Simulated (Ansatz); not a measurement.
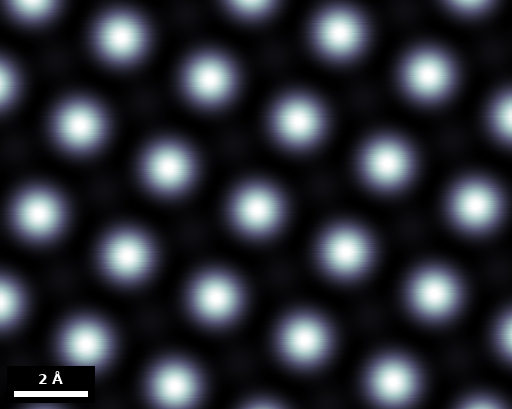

Dark-field STEM-like image of a crystal. Simulated incoherent Z contrast: every atom adds Z^1.7 spread by a probe of 1.17 Å full width; channelling and multiple scattering are left out. The probe carries 25 % of its weight in a tail 2.5 times as wide. A slight drift was added.

What two-dimensional lattice does the image show, and how large is its cell?

The pattern repeats on a square net with a repeat of 2.7 Å.

Which plane group does this projection have?

p4mm: fourfold points with mirror lines through them along the axes and the diagonals.

How many columns does the smallest repeating cell hold, and how many levels of brightness?

2 columns in the primitive cell of 7.1 Å², with 2 levels of brightness (about 100, 5 % of the brightest, counted from the darkest point).

The crystal is CdF$_{2}$ (Fm-3m, No. 225) seen along [001]. Structure: coordinates from a relaxation (final pressure about -3.3 GPa) with Ansatz 0.2.0, DFT LDA, scalar-relativistic, plane waves, PAW; the starting structure was generated, so it need not be a known form of this composition.
